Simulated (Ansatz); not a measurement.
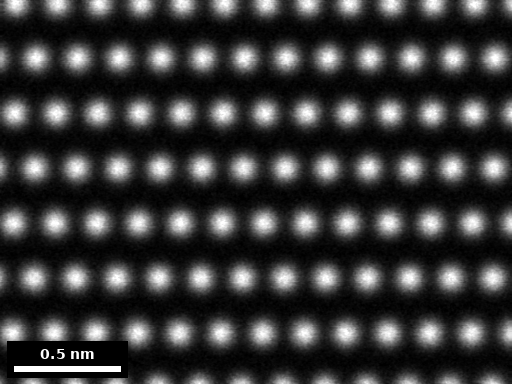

HAADF-like image of Sr. Simulated incoherent Z contrast: every atom adds Z^1.6 spread by a probe of 0.94 Å full width; channelling and multiple scattering are left out. The probe carries 25 % of its weight in a tail 2.5 times as wide. Shot noise and a slight drift were added.

Question: Measure the repeat of the pattern.

Answer: The pattern repeats on a centred rectangular net of 2.0 × 5.1 Å.

Question: What is the plane group of the image?

Answer: c2mm: perpendicular mirror lines on a centred net, with further twofold points between them.

Question: How many columns does the smallest repeating cell hold, and how many levels of brightness?

Answer: 1 column in the primitive cell of 5.0 Å², all of one brightness.

The crystal is Sr (I4_1/amd, No. 141) seen along [110]. Structure used: the end point of a relaxation with DFT PBEsol, scalar-relativistic, plane waves, PAW (Ansatz 0.2.0); the starting structure was generated, so it need not be a known form of this composition.
